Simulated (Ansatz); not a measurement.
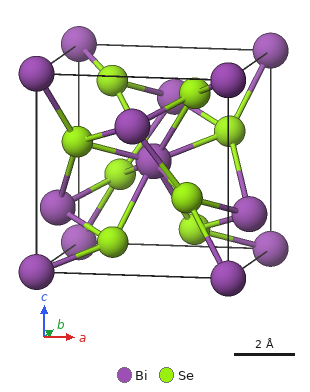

Solid BiSe$_{2}$ (built on the SiO2-122 type type), before the relaxation. Style: ball-and-stick. Shown: the conventional cell (2 times the calculation's cell), slightly off an axis. Lengths and directions refer to the drawn axes.

These are results of DFT, r2SCAN+rVV10, plane waves, PAW in Ansatz, not measurements.

The input:
```yaml
crystal:
  lattice:
    - [-3.3077041165, 3.3077041165, 3.3821372359]
    - [3.3077041165, -3.3077041165, 3.3821372359]
    - [3.3077041165, 3.3077041165, -3.3821372359]
  atoms:
    - { symbol: Bi, position: [0.0, 0.0, 0.0] }
    - { symbol: Bi, position: [0.75, 0.25, 0.5] }
    - { symbol: Se, position: [0.375, 0.4668162503, 0.5918162503] }
    - { symbol: Se, position: [1.2168162503, 0.625, 1.0918162503] }
    - { symbol: Se, position: [0.5331837497, 0.125, -0.0918162503] }
    - { symbol: Se, position: [0.875, -0.2168162503, 0.4081837497] }
kpoints:
  mp_grid: { grid: [6, 6, 6] }
hamiltonian:
  xc: r2scan
  dispersion: rvv10
scf:
  occupations: { method: fermi_dirac, width: 0.03 }
relax:
  f_tol: 0.01
  cell: {}
  max_steps: 120
output:
  write_density: true
  write_potential: true
  elf: true
  volumetric_format: npy
```

Command:
```bash
ansatz run input.yaml --threads 2 --pin off --max-ram 2211MiB --backend cpu --events-out ev --progress --plain --runs-dir out
```

Question: Where does the relaxation end?

Answer: The energy falls by 11.7 meV per atom in 4 accepted moves (5 points after the start). The largest force component goes from 0.15 to 0.00037 eV/Å. Pressure: 1.58 GPa at the start and −0.01 GPa at the end. The SCF was repeated once at an unchanged geometry on a basis and grid sized afresh for the cell, which shifted the energy by 0.2 meV per atom at most. The largest moves relative to the cell, 0.11 Å, are those of Se3, Se4, Se5 and Se6. Se6 goes along +a. Bi stays in place. Cell: a = b 6.615 → 6.696 Å (+1.2 %), c 6.764 → 6.982 Å (+3.2 %). Volume +5.8 %. Among the contacts that change: Bi1–Se3 3.204 → 3.320 Å, Bi1–Se3 (another image) 2.926 → 2.883 Å. Bond angles that change, for instance: Bi1–Se6–Bi2 141.9° → 138.8°, Bi1–Se6–Bi2 78.8° → 81.8°, Bi1–Se6–Bi1 140.6° → 142.9°. The space group stays I-42d (No. 122).

Final geometry:

```
Bi Se
1.0
    -3.34813    3.34813    3.49097
     3.34813   -3.34813    3.49097
     3.34813    3.34813   -3.49097
Bi Se
2 4
Direct
  0.00000 0.00000 0.00000
  0.75000 0.25000 0.50000
  0.37500 0.45042 0.57542
  0.20042 0.62500 0.07542
  0.54958 0.12500 0.92458
  0.87500 0.79958 0.42458
```

After the run, drawn alike:

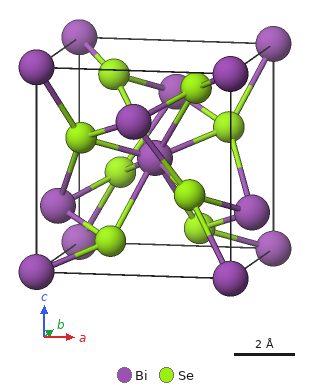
